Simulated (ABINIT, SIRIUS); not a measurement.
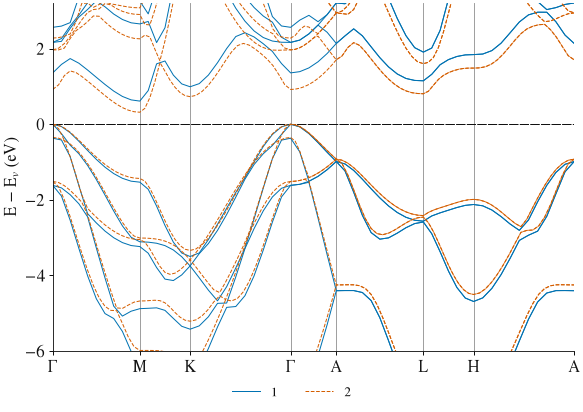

Band structures of hexagonal-diamond (lonsdaleite-type) Si, space group P6_3/mmc, 4 atoms in the cell (a = 3.831 Å, c = 6.333 Å (hexagonal axes)), by two methods on the same cell. Each is counted from its own valence-band top.

Q: Which curve is which? The methods: r2SCAN (ABINIT), LDA (SIRIUS LAPW).

A: 1 is r2SCAN (ABINIT); 2 is LDA (SIRIUS LAPW). r2SCAN (ABINIT) gives a gap of 0.61 eV along the path and LDA (SIRIUS LAPW) gives a gap of 0.32 eV along the path.

Settings. r2SCAN (ABINIT): JTH PAW PBE v2.0, no spin polarisation, no spin-orbit coupling, 8×8×4 k mesh, 490 eV cutoff, Fermi-Dirac smearing of 0.05 eV (ABINIT 10.8.3 (patched build)). LDA (SIRIUS LAPW): all-electron FP-LAPW, no spin polarisation, no spin-orbit coupling, 8×8×4 k mesh, Fermi-Dirac smearing of 0.05 eV (SIRIUS).

Bands are joined in order of energy. The two runs differ in program as well. LDA, GGA and most meta-GGA functionals understate gaps. This isn't the form of Si at room conditions, which is diamond. r2SCAN (ABINIT): the PAW data sets were made with another functional.
